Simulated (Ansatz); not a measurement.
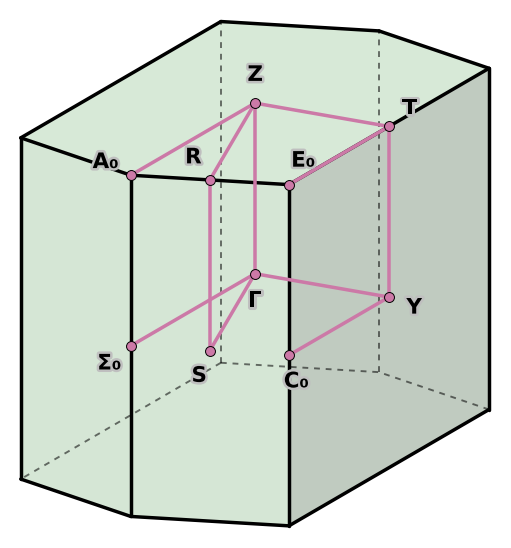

The figure shows the first Brillouin zone with its special points and a band path. Crystal: As, the geometry relaxed with Ansatz, DFT PBE, scalar-relativistic, plane waves, PAW; the starting structure was generated, so it need not be a known form of this composition. Symmetry computed with spglib at a tolerance of 0.002 Å; standard conventional cell.

Labels and path follow the convention of Hinuma et al. (2017), as computed by seekpath.

### What lattice type do the shape and the labels point to?

A base-centred orthorhombic lattice (oC; extended symbol oC1). The zone is a hexagonal prism in its combinatorial type: 8 faces (6 with 4 edges, 2 with 6 edges), 18 edges, 12 vertices.

### Write the standard path through the labelled points.

Γ–Y–C₀ | Σ₀–Γ–Z–A₀ | E₀–T–Y | Γ–S–R–Z–T
